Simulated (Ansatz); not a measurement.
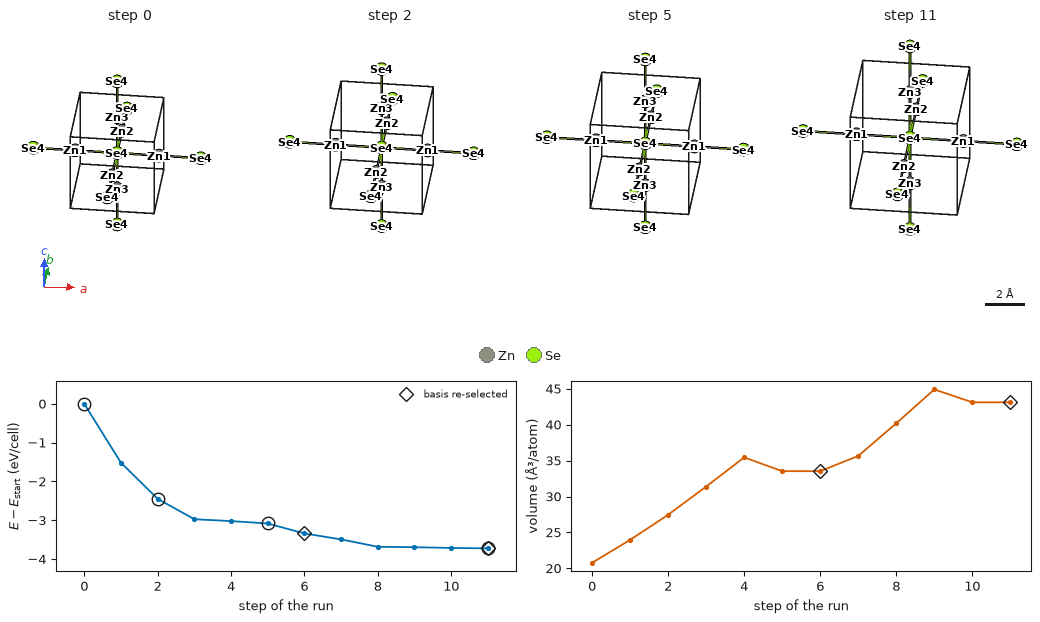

Frames of a relaxation of a crystal of Zn3Se (a generated structure, set up in Pm-3m) (coarse preliminary run), marked on the history of the run. Style: ball-and-stick. Shown: the cell of the calculation, from a free direction.

Method: DFT PBE, scalar-relativistic, plane waves, PAW in Ansatz. Settings: plane-wave cutoff 420 eV; k-point mesh 4 × 4 × 4; occupations gaussian; smearing width 0.1 eV; no spin polarisation; cell and atoms relaxed; force threshold 0.04 eV/Å; at most 70 steps.

Q: What happens along the run?

A: The atoms keep their places relative to the cell (all moves are under 0.005 Å). The drawn cell changes as follows: a = b = c 4.364 → 5.566 Å (+27.6 %); the volume changes by +107.6 %. Among the contacts that change: Zn1–Se4 2.182 → 2.783 Å. The space group stays Pm-3m (No. 221). The energy falls by 3.723 eV per cell of the calculation in 9 accepted moves (11 points after the start). All forces vanish by symmetry, so only the cell relaxes. The pressure goes from 26.74 to −0.02 GPa. At 2 points the geometry stayed and the basis and grid were re-selected for the new cell (energy shift of 0.257 eV per cell of the calculation at most each time). From step 0 to 2: volume +32.2 %, energy −2.446 eV per cell of the calculation. From step 2 to 5: volume +22.1 %, energy −0.635 eV per cell of the calculation. From step 5 to 11: volume +28.6 %, energy −0.641 eV per cell of the calculation.

| step | E − E(0), meV/atom | pressure, GPa | volume, Å³/atom | note |
| --- | --- | --- | --- | --- |
| 0 | 0.00 | 26.74 | 20.771 |  |
| 1 | -379.21 | 13.69 | 23.959 |  |
| 2 | -611.61 | 7.90 | 27.458 |  |
| 3 | -742.99 | 3.52 | 31.384 |  |
| 4 | -755.12 | -2.77 | 35.444 |  |
| 5 | -770.46 | 0.38 | 33.531 |  |
| 6 | -834.63 | 3.68 | 33.531 | same geometry, new basis |
| 7 | -872.98 | 2.36 | 35.651 |  |
| 8 | -920.53 | 1.07 | 40.194 |  |
| 9 | -923.16 | -0.69 | 44.912 |  |
| 10 | -928.15 | -0.08 | 43.118 |  |
| 11 | -930.64 | -0.02 | 43.118 | same geometry, new basis |
